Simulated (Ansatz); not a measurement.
**Al$_{6}$GaAs$_{8}$ (cell with a defect): density, localisation and related maps**

The calculation's input:

```
crystal:
  lattice:
    - [0.0, 5.675801601, -5.675801601]
    - [5.675801601, 5.675801601, 0.0]
    - [5.675801601, 0.0, -5.675801601]
  atoms:
    - { symbol: Ga, position: [0.5, 0.0, 0.5], spin: 1.0 }
    - { symbol: Al, position: [0.0, 0.0, 0.5] }
    - { symbol: Al, position: [0.0, 0.5, 0.5] }
    - { symbol: Al, position: [0.5, 0.0, 0.0] }
    - { symbol: Al, position: [0.5, 0.5, 0.0] }
    - { symbol: Al, position: [0.0, 0.0, 0.0] }
    - { symbol: Al, position: [0.0, 0.5, 0.0] }
    - { symbol: As, position: [0.125, 0.125, 0.125] }
    - { symbol: As, position: [0.125, 0.625, 0.125] }
    - { symbol: As, position: [0.625, 0.125, 0.125] }
    - { symbol: As, position: [0.625, 0.625, 0.125] }
    - { symbol: As, position: [0.125, 0.125, 0.625] }
    - { symbol: As, position: [0.125, 0.625, 0.625] }
    - { symbol: As, position: [0.625, 0.125, 0.625] }
    - { symbol: As, position: [0.625, 0.625, 0.625] }
basis:
  ecutwfc: 420
  xc_grid: 2
kpoints:
  mp_grid: { grid: [2, 2, 2], shift: [0.0, 0.0, 0.0] }
hamiltonian:
  xc: pbesol
scf:
  occupations: { method: gaussian, width: 0.02 }
output:
  forces: true
  stress: false
  eigenvalues: true
  populations: true
  write_density: true
  write_potential: true
  elf: true
  volumetric_format: npy
magnetization:
  spin_polarized: true
relax:
  adjacent_minimum: "off"
  f_tol: 0.02
  max_steps: 60
```

Launched as:

```sh
ansatz run input.yaml --threads 4 --pin off --max-ram 10240MiB --backend cpu --events-out ev --progress --plain --runs-dir out
```

The fields are those of the run's last geometry, not of the input's.

Spin-polarised.

Method: Ansatz, DFT PBEsol, scalar-relativistic, plane waves, PAW.

The density is the valence pseudo-density of a PAW calculation; it isn't the true density close to the nuclei.

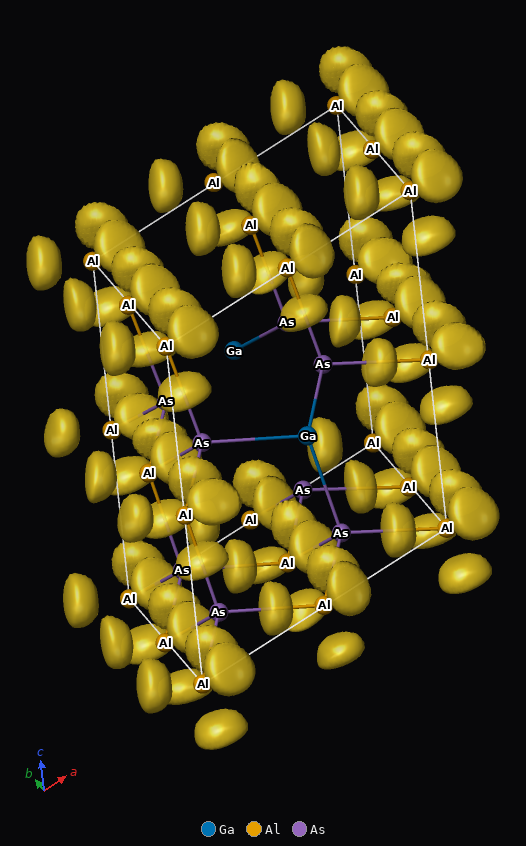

Figure 1. Isosurface of the ELF at 0.8 (yellow), seen slightly off an axis. Core shells and regions of very low density are left out. Sticks mark near contacts.

Describe the localisation domains.

Answer. The surface consists of 24 regions between bonded Al–As atoms, counted in one cell of 15 atoms. Regions shared between cells count once.


Al–As (2.45 Å): the ELF peaks at about 0.95 between the atoms. Ga–As (2.46 Å): the ELF peaks at about 0.80 between the atoms.

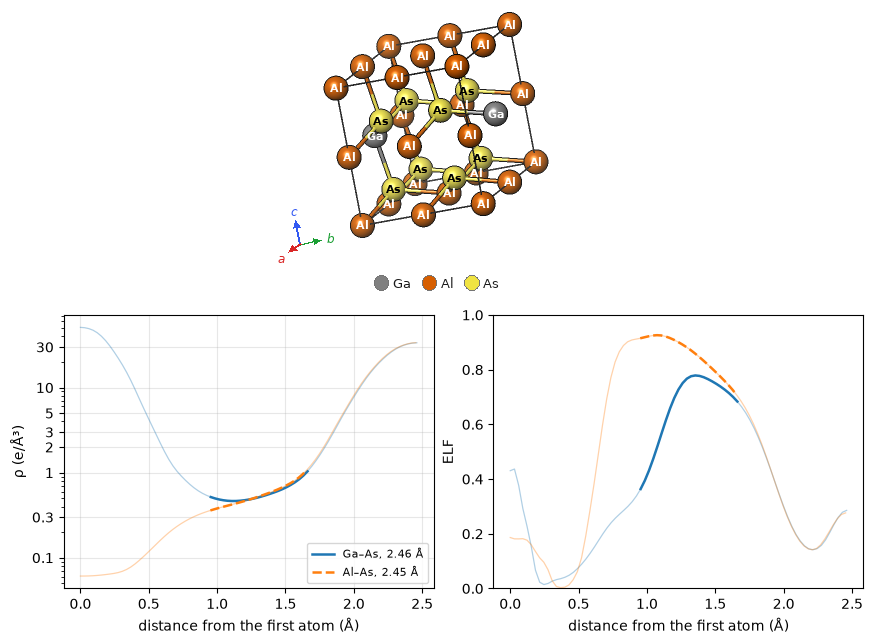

Figure 2. Valence pseudo-density and ELF along straight lines between neighbouring atoms. Thin, pale parts lie inside the atomic spheres. The structure is drawn too.

Compare the contacts.

Answer. Ga–As (2.46 Å): ρ at the midpoint is about 0.48 e/Å³; the ELF peaks at about 0.80 between the atoms.
Al–As (2.45 Å): the density is about 0.48 e/Å³ at the midpoint; the ELF peaks at about 0.95 between the atoms.

Does the calculation make it a metal, or give it a gap?

Answer. It is gapless in this calculation (a metal or semimetal).
